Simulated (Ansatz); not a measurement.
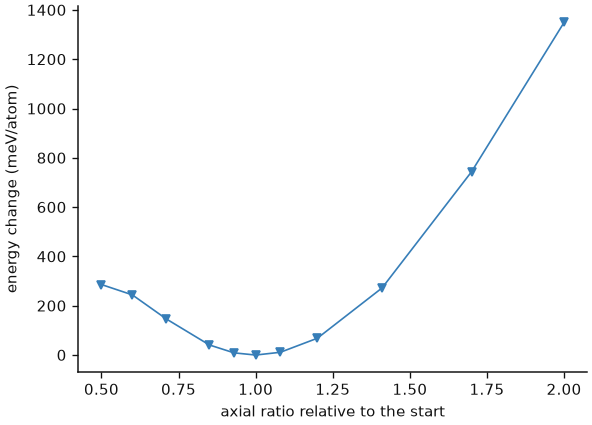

The figure shows the energy change against relative axial ratio.

Method: deformation of a crystal at fixed volume, lengths along the axis scaled against those across it, fractional coordinates fixed, by plane-wave density functional theory with PAW datasets, free energies less that of the undisturbed cell, pressure positive in compression; scalar-relativistic (Ansatz 0.2.0). Level: PBE, no spin polarisation.

Q: For which of these solids was it computed?
A. LiCl, Fm-3m (No. 225), 16.9 Å³/atom, path trigonal
B. Pb, Fm-3m (No. 225), 30.1 Å³/atom, path tetragonal
C. MgI₂, P-3m1 (No. 164), 34.2 Å³/atom, path axial

A: A, LiCl: energy change from 0 meV/atom to 1349 meV/atom. The others give: Pb, energy change from 0 meV/atom to 261 meV/atom; MgI₂, energy change from 0 meV/atom to 178 meV/atom.

For LiCl, limits of the calculation: gap closes along the scan on a mesh chosen for the insulator; reference crystal is not relaxed.

For MgI₂, limits of the calculation: reference crystal is not relaxed; shape and atomic fractions are frozen while scaling, which makes layered, chain and framework solids too stiff.

For Pb, limits of the calculation: reference crystal is not relaxed.
